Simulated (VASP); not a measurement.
## ZnO: geometry relaxation (part 3 of 3)

The same run, continued: ZnO (P6₃mc, 4 atoms in the cell); Kohn-Sham DFT of a periodic cell, PBE, VASP PAW PBE potentials, recommended, no spin polarisation (VASP 6.6.1); cutoff 600 eV, 9×9×6 k-mesh, Gaussian smearing of 0.02 eV. The structure was built on a prototype by a generator; it need not be a known phase.

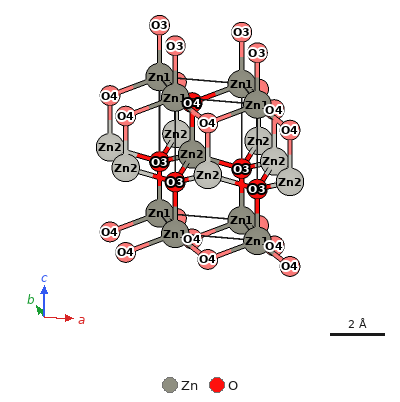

The geometry at step 7 of the log (ball-and-stick view of the cell of the calculation, seen slightly off an axis; neighbours outside the cell are drawn fainter; atoms are numbered from 1 in the order of the input).

### Parts of OUTCAR, continued
```
 -----------------------------------------------------------------------------
  energy-cutoff  :      600.00
  volume of cell :       49.56
      direct lattice vectors                 reciprocal lattice vectors
     3.285651535 -0.000000002 -0.000000000     0.304353639  0.175718694  0.000000000
    -1.642826271  2.845457948  0.000000000     0.000000000  0.351437280  0.000000000
    -0.000000000 -0.000000000  5.301427921     0.000000000 -0.000000000  0.188628425

 POSITION                                       TOTAL-FORCE (eV/Angst)
 -----------------------------------------------------------------------------------
     -0.00000     -0.00000      5.29023        -0.000000     -0.000000      0.001762
     -0.00000      1.89697      2.63952         0.000000      0.000000      0.001762
      0.00000     -0.00000      1.99923        -0.000000      0.000000     -0.001762
     -0.00000      1.89697      4.64994         0.000000     -0.000000     -0.001762
 -----------------------------------------------------------------------------------
    total drift:                                0.000021     -0.000013      0.004632

  FREE ENERGIE OF THE ION-ELECTRON SYSTEM (eV)
  ---------------------------------------------------
  free  energy   TOTEN  =       -17.8657194219 eV

  energy  without entropy=      -17.8657194219  energy(sigma->0) =      -17.86571942

--------------------------------------- Ionic step       15  -------------------------------------------

 number of electron      36.0000000 magnetization

 Free energy of the ion-electron system (eV)
  ---------------------------------------------------
  ext. energy  EPLUGINS =         0.00000000
  ---------------------------------------------------
  free energy    TOTEN  =       -17.86571954 eV

  energy without entropy =      -17.86571954  energy(sigma->0) =      -17.86571954

 E-fermi :   1.0093     XC(G=0): -10.6972     alpha+bet : -7.5897

 val. band max:        0.8476420730   @ k =   0.0000   0.0000   0.0000
 cond. band min:       1.5685833958   @ k =   0.0000   0.0000   0.0000
 fundamental gap:      0.7209413229
 Fermi energy:         1.0093386976

 k-point     1 :       0.0000    0.0000    0.0000
  band No.  band energies     occupation
      1     -16.9296      2.00000
      2     -16.2700      2.00000
      3      -4.6662      2.00000
      4      -4.6662      2.00000
      5      -4.6257      2.00000
      6      -4.4942      2.00000
      7      -4.4861      2.00000
      8      -4.4861      2.00000
      9      -3.5987      2.00000
     10      -3.5987      2.00000
     11      -3.4071      2.00000
     12      -3.4071      2.00000
     13      -3.1419      2.00000
     14       0.1015      2.00000
     15       0.1015      2.00000
     16       0.7705      2.00000
     17       0.8476      2.00000
     18       0.8476      2.00000
     19       1.5686      0.00000
     20       5.9203      0.00000
     21       8.9033      0.00000
     22      13.5478      0.00000

 k-point     2 :       0.1111    0.0000    0.0000
  band No.  band energies     occupation
      1     -16.8674      2.00000
      2     -16.2423      2.00000
      3      -4.7317      2.00000
      4      -4.6297      2.00000
      5      -4.5877      2.00000
      6      -4.4946      2.00000
      7      -4.4340      2.00000
      8      -4.3983      2.00000
      9      -3.6241      2.00000
     10      -3.6016      2.00000
     11      -3.4018      2.00000
     12      -3.3496      2.00000
     13      -3.1563      2.00000
     14      -0.3319      2.00000
     15      -0.0538      2.00000
     16       0.1453      2.00000
     17       0.6933      2.00000
     18       0.7644      2.00000
     19       2.4309      0.00000
     20       6.4073      0.00000
     21       8.9072      0.00000
     22      12.3986      0.00000

 k-point     3 :       0.2222   -0.0000    0.0000
  band No.  band energies     occupation
      1     -16.7017      2.00000
      2     -16.1761      2.00000
      3      -4.8574      2.00000
      4      -4.5667      2.00000
      5      -4.5445      2.00000
      6      -4.4334      2.00000
      7      -4.2894      2.00000
      8      -4.1475      2.00000
      9      -3.6850      2.00000
     10      -3.5885      2.00000
     11      -3.3907      2.00000
     12      -3.2036      2.00000
     13      -3.1620      2.00000
     14      -1.3051      2.00000
     15      -0.6557      2.00000
     16      -0.4455      2.00000
     17       0.4545      2.00000
     18       0.5429      2.00000
     19       3.6829      0.00000
     20       7.4311      0.00000
     21       8.9025      0.00000
     22      10.7209      0.00000

 k-point     4 :       0.3333    0.0000    0.0000
  band No.  band energies     occupation
      1     -16.4918      2.00000
      2     -16.1144      2.00000
      3      -4.9197      2.00000
      4      -4.5946      2.00000
      5      -4.4674      2.00000
      6      -4.2646      2.00000
      7      -4.0960      2.00000
      8      -3.9566      2.00000
      9      -3.6710      2.00000
     10      -3.5292      2.00000
     11      -3.3777      2.00000
     12      -3.2097      2.00000
     13      -2.9294      2.00000
     14      -2.2140      2.00000
     15      -1.3787      2.00000
     16      -0.9067      2.00000
     17       0.0710      2.00000
     18       0.2735      2.00000
     19       4.9960      0.00000
     20       8.1884      0.00000
     21       8.7069      0.00000
     22       9.5032      0.00000

 k-point     5 :       0.4444   -0.0000    0.0000
  band No.  band energies     occupation
      1     -16.3274      2.00000
      2     -16.0965      2.00000
      3      -4.8704      2.00000
      4      -4.6231      2.00000
      5      -4.4317      2.00000
      6      -4.0798      2.00000
      7      -4.0223      2.00000
      8      -3.9487      2.00000
      9      -3.5701      2.00000
     10      -3.4537      2.00000
     11      -3.3651      2.00000
     12      -3.2275      2.00000
     13      -2.9050      2.00000
     14      -2.5072      2.00000
     15      -1.8220      2.00000
     16      -1.2328      2.00000
     17      -0.3085      2.00000
     18       0.0863      2.00000
     19       6.1746      0.00000
     20       7.9048      0.00000
     21       8.3665      0.00000
     22       9.1092      0.00000

 [... the levels of 18 k-points are left out ...]

 k-point    24 :       0.3333    0.3333    0.1667
  band No.  band energies     occupation
      1     -16.1480      2.00000
      2     -16.1479      2.00000
      3      -4.6677      2.00000
      4      -4.3986      2.00000
      5      -4.3986      2.00000
      6      -4.0588      2.00000
      7      -3.8399      2.00000
      8      -3.8399      2.00000
      9      -3.6417      2.00000
     10      -3.5467      2.00000
     11      -3.3402      2.00000
     12      -3.3402      2.00000
     13      -2.6523      2.00000
     14      -2.6523      2.00000
     15      -2.5863      2.00000
     16      -0.9206      2.00000
     17      -0.8098      2.00000
     18      -0.8098      2.00000
     19       8.3403      0.00000
     20       8.3403      0.00000
     21       8.5606      0.00000
     22       8.8975      0.00000

 [... further k-points ...]

------------------------ aborting loop because EDIFF is reached ----------------------------------------

  FORCE on cell =-STRESS in cart. coord.  units (eV):
  Direction    XX          YY          ZZ          XY          YZ          ZX
  --------------------------------------------------------------------------------------
  -------------------------------------------------------------------------------------
  Total        0.0059781      0.0059781     -0.0002807     -0.0000000      0.0000000      0.0000000
  in kB        0.1932409      0.1932409     -0.0090726     -0.0000000      0.0000000      0.0000000
  external PRESSURE =       0.1258030 kB  Pullay stress =       0.0000000 kB

 VOLUME and BASIS-vectors are now :
 -----------------------------------------------------------------------------
  energy-cutoff  :      600.00
  volume of cell :       49.57
      direct lattice vectors                 reciprocal lattice vectors
     3.285533323 -0.000000002 -0.000000000     0.304364589  0.175725016  0.000000000
    -1.642767165  2.845355573  0.000000000     0.000000000  0.351449924  0.000000000
    -0.000000000 -0.000000000  5.301943064     0.000000000 -0.000000000  0.188610098

 POSITION                                       TOTAL-FORCE (eV/Angst)
 -----------------------------------------------------------------------------------
     -0.00000     -0.00000      5.29077         0.000000      0.000000      0.003013
     -0.00000      1.89690      2.63980        -0.000000     -0.000000      0.003013
      0.00000     -0.00000      1.99940         0.000000     -0.000000     -0.003013
     -0.00000      1.89690      4.65038        -0.000000      0.000000     -0.003013
 -----------------------------------------------------------------------------------
    total drift:                                0.000021     -0.000013      0.003044

  FREE ENERGIE OF THE ION-ELECTRON SYSTEM (eV)
  ---------------------------------------------------
  free  energy   TOTEN  =       -17.8657195363 eV

  energy  without entropy=      -17.8657195363  energy(sigma->0) =      -17.86571954

 reached required accuracy - stopping structural energy minimisation
```

### CONTCAR
```
ZnO
   1.00000000000000
     3.2855333229370958   -0.0000000021787387   -0.0000000000000000
    -1.6427671652398363    2.8453555729306115    0.0000000000000000
    -0.0000000000000000   -0.0000000000000000    5.3019430635305858
  Zn              O
     2     2
Direct
     0.0000000000000000    0.0000000000000000    0.9978921859554009
     0.3333333300000021    0.6666666699999979    0.4978921859554006
     0.0000000000000000    0.0000000000000000    0.3771078140445994
     0.3333333300000021    0.6666666699999979    0.8771078140445991

  0.00000000E+00  0.00000000E+00  0.00000000E+00
  0.00000000E+00  0.00000000E+00  0.00000000E+00
  0.00000000E+00  0.00000000E+00  0.00000000E+00
  0.00000000E+00  0.00000000E+00  0.00000000E+00
```

### Trajectory as extended XYZ (Å, eV, eV/Å), 15 frames, from step=0 to step=14
```
4
Lattice="3.2732 0.0000 0.0000 -1.6366 2.8347 0.0000 0.0000 0.0000 5.3451" Properties=species:S:1:pos:R:3:forces:R:3 step=0 energy=-17.86390
Zn    0.0000    0.0000    0.0000    0.0000   0.0000  -0.0391
Zn    0.0000    1.8898    2.6726    0.0000   0.0000  -0.0391
O     0.0000    0.0000    2.0044    0.0000   0.0000   0.0391
O     0.0000    1.8898    4.6770    0.0000   0.0000   0.0391
4
Lattice="3.2752 -0.0000 -0.0000 -1.6376 2.8364 0.0000 0.0000 0.0000 5.3322" Properties=species:S:1:pos:R:3:forces:R:3 step=1 energy=-17.86459
Zn    3.2752    0.0000    5.3303    0.0000   0.0000  -0.0383
Zn    0.0000    1.8909    2.6642    0.0000   0.0000  -0.0383
O     3.2752    0.0000    2.0015    0.0000   0.0000   0.0383
O     0.0000    1.8909    4.6676    0.0000   0.0000   0.0383
4
Lattice="3.2769 -0.0000 -0.0000 -1.6385 2.8379 0.0000 0.0000 0.0000 5.3214" Properties=species:S:1:pos:R:3:forces:R:3 step=2 energy=-17.86495
Zn    0.0000    0.0000    5.3179    0.0000   0.0000  -0.0391
Zn    0.0000    1.8919    2.6572    0.0000   0.0000  -0.0391
O     0.0000    0.0000    1.9990    0.0000   0.0000   0.0391
O     0.0000    1.8919    4.6597    0.0000   0.0000   0.0391
4
Lattice="3.2803 -0.0000 -0.0000 -1.6401 2.8408 0.0000 0.0000 0.0000 5.2998" Properties=species:S:1:pos:R:3:forces:R:3 step=3 energy=-17.86513
Zn    3.2803    0.0000    5.2932    0.0000   0.0000  -0.0418
Zn    0.0000    1.8939    2.6433    0.0000   0.0000  -0.0418
O     3.2803    0.0000    1.9940    0.0000   0.0000   0.0418
O     0.0000    1.8939    4.6439    0.0000   0.0000   0.0418
4
Lattice="3.2833 -0.0000 -0.0000 -1.6417 2.8434 0.0000 0.0000 -0.0000 5.2974" Properties=species:S:1:pos:R:3:forces:R:3 step=4 energy=-17.86548
Zn   -1.6417    2.8434    5.2887    0.0000   0.0000  -0.0270
Zn    0.0000    1.8956    2.6400    0.0000   0.0000  -0.0270
O     0.0000    0.0000    1.9952    0.0000   0.0000   0.0270
O     0.0000    1.8956    4.6439    0.0000   0.0000   0.0270
4
Lattice="3.2858 -0.0000 -0.0000 -1.6429 2.8456 0.0000 0.0000 -0.0000 5.2954" Properties=species:S:1:pos:R:3:forces:R:3 step=5 energy=-17.86562
Zn    3.2858    0.0000    5.2851    0.0000   0.0000  -0.0151
Zn    0.0000    1.8970    2.6374    0.0000   0.0000  -0.0151
O     0.0000    0.0000    1.9962    0.0000   0.0000   0.0151
O     0.0000    1.8970    4.6439    0.0000   0.0000   0.0151
4
Lattice="3.2866 -0.0000 -0.0000 -1.6433 2.8462 0.0000 0.0000 -0.0000 5.2948" Properties=species:S:1:pos:R:3:forces:R:3 step=6 energy=-17.86564
Zn   -1.6433    2.8462    5.2839    0.0000   0.0000  -0.0113
Zn    0.0000    1.8975    2.6365    0.0000   0.0000  -0.0113
O     0.0000    0.0000    1.9965    0.0000   0.0000   0.0113
O     0.0000    1.8975    4.6439    0.0000   0.0000   0.0113
4
Lattice="3.2881 -0.0000 -0.0000 -1.6441 2.8476 0.0000 0.0000 -0.0000 5.2935" Properties=species:S:1:pos:R:3:forces:R:3 step=7 energy=-17.86565
Zn    3.2881    0.0000    5.2815    0.0000   0.0000  -0.0042
Zn    0.0000    1.8984    2.6348    0.0000   0.0000  -0.0042
O     0.0000    0.0000    1.9971    0.0000   0.0000   0.0042
O     0.0000    1.8984    4.6439    0.0000   0.0000   0.0042
4
Lattice="3.2871 -0.0000 -0.0000 -1.6436 2.8468 0.0000 0.0000 -0.0000 5.2943" Properties=species:S:1:pos:R:3:forces:R:3 step=8 energy=-17.86565
Zn    0.0000    0.0000    5.2830    0.0000   0.0000  -0.0101
Zn    0.0000    1.8978    2.6358    0.0000   0.0000  -0.0101
O     0.0000    0.0000    1.9967    0.0000   0.0000   0.0101
O     0.0000    1.8978    4.6439    0.0000   0.0000   0.0101
4
Lattice="3.2876 -0.0000 -0.0000 -1.6438 2.8472 0.0000 0.0000 -0.0000 5.2939" Properties=species:S:1:pos:R:3:forces:R:3 step=9 energy=-17.86565
Zn    3.2876    0.0000    5.2823    0.0000   0.0000  -0.0064
Zn    0.0000    1.8981    2.6353    0.0000   0.0000  -0.0064
O     0.0000    0.0000    1.9969    0.0000   0.0000   0.0064
O     0.0000    1.8981    4.6439    0.0000   0.0000   0.0064
4
Lattice="3.2875 -0.0000 -0.0000 -1.6437 2.8470 0.0000 0.0000 -0.0000 5.2941" Properties=species:S:1:pos:R:3:forces:R:3 step=10 energy=-17.86565
Zn    0.0000    0.0000    5.2825    0.0000   0.0000  -0.0082
Zn    0.0000    1.8980    2.6355    0.0000   0.0000  -0.0082
O     0.0000    0.0000    1.9968    0.0000   0.0000   0.0082
O     0.0000    1.8980    4.6439    0.0000   0.0000   0.0082
4
Lattice="3.2873 -0.0000 -0.0000 -1.6437 2.8469 0.0000 0.0000 -0.0000 5.2942" Properties=species:S:1:pos:R:3:forces:R:3 step=11 energy=-17.86565
Zn    0.0000    0.0000    5.2828    0.0000   0.0000  -0.0089
Zn    0.0000    1.8979    2.6357    0.0000   0.0000  -0.0089
O     0.0000    0.0000    1.9968    0.0000   0.0000   0.0089
O     0.0000    1.8979    4.6439    0.0000   0.0000   0.0089
4
Lattice="3.2864 -0.0000 -0.0000 -1.6432 2.8461 0.0000 -0.0000 -0.0000 5.2980" Properties=species:S:1:pos:R:3:forces:R:3 step=12 energy=-17.86570
Zn    0.0000    0.0000    5.2867    0.0000   0.0000  -0.0037
Zn    0.0000    1.8974    2.6377    0.0000   0.0000  -0.0037
O     0.0000    0.0000    1.9981    0.0000   0.0000   0.0037
O     0.0000    1.8974    4.6471    0.0000   0.0000   0.0037
4
Lattice="3.2857 -0.0000 -0.0000 -1.6428 2.8455 0.0000 -0.0000 -0.0000 5.3014" Properties=species:S:1:pos:R:3:forces:R:3 step=13 energy=-17.86572
Zn    0.0000    0.0000    5.2902    0.0000   0.0000   0.0018
Zn    0.0000    1.8970    2.6395    0.0000   0.0000   0.0018
O     0.0000    0.0000    1.9992    0.0000   0.0000  -0.0018
O     0.0000    1.8970    4.6499    0.0000   0.0000  -0.0018
4
Lattice="3.2855 -0.0000 -0.0000 -1.6428 2.8454 0.0000 -0.0000 -0.0000 5.3019" Properties=species:S:1:pos:R:3:forces:R:3 step=14 energy=-17.86572
Zn    0.0000    0.0000    5.2908    0.0000   0.0000   0.0030
Zn    0.0000    1.8969    2.6398    0.0000   0.0000   0.0030
O     0.0000    0.0000    1.9994    0.0000   0.0000  -0.0030
O     0.0000    1.8969    4.6504    0.0000   0.0000  -0.0030
```

The run was set up as follows.

### INCAR
```
SYSTEM = ZnO
PREC = Accurate
ENCUT = 600
EDIFF = 1E-6
ISMEAR = 0
SIGMA = 0.02
LREAL = .False.
LASPH = .True.
NELM = 100
ALGO = Fast
ISIF = 3
LWAVE = .False.
LCHARG = .False.
GGA = PE
IBRION = 2
NSW = 100
EDIFFG = -0.005
```

### KPOINTS
```
Automatic mesh
0
Gamma
  9 9 6
  0 0 0
```

### POSCAR
```
ZnO
1.0
    3.2731970000      0.0000000000      0.0000000000
   -1.6365990000      2.8346720000      0.0000000000
    0.0000000000      0.0000000000      5.3451090000
Zn O
2 2
Direct
    0.0000000000      0.0000000000      0.0000000000
    0.3333333300      0.6666666700      0.5000000000
    0.0000000000      0.0000000000      0.3750000000
    0.3333333300      0.6666666700      0.8750000000
```

Run as:
```bash
cat potpaw_PBE.64/Zn/POTCAR potpaw_PBE.64/O/POTCAR > POTCAR
mpirun -np 1 vasp_std > vasp.out
```

### Summary

```json
{"quantity": "outcome", "value": "converged"}
{"quantity": "space group (tolerance 0.01 Å)", "value": "P6₃mc (186)"}
{"quantity": "electrons treated", "value": "36"}
{"quantity": "free energy", "value": "−17.8657 eV"}
{"quantity": "gap on the k-point mesh", "value": "0.72 eV"}
{"quantity": "pressure", "value": "0.01 GPa"}
{"quantity": "final volume", "value": "49.57 Å³"}
{"quantity": "largest force (length of the vector) at the end", "value": "0.003 eV/Å"}
{"quantity": "final cell", "value": "a = 3.286 Å, b = 3.286 Å, c = 5.302 Å, α = 90.00°, β = 90.00°, γ = 120.00°"}
{"quantity": "hardware", "value": "1 thread of Intel Xeon (Sapphire Rapids), 128 GiB of memory available, shared host"}
{"quantity": "wall time", "value": "5 min"}
{"quantity": "peak memory", "value": "0.23 GiB"}
```
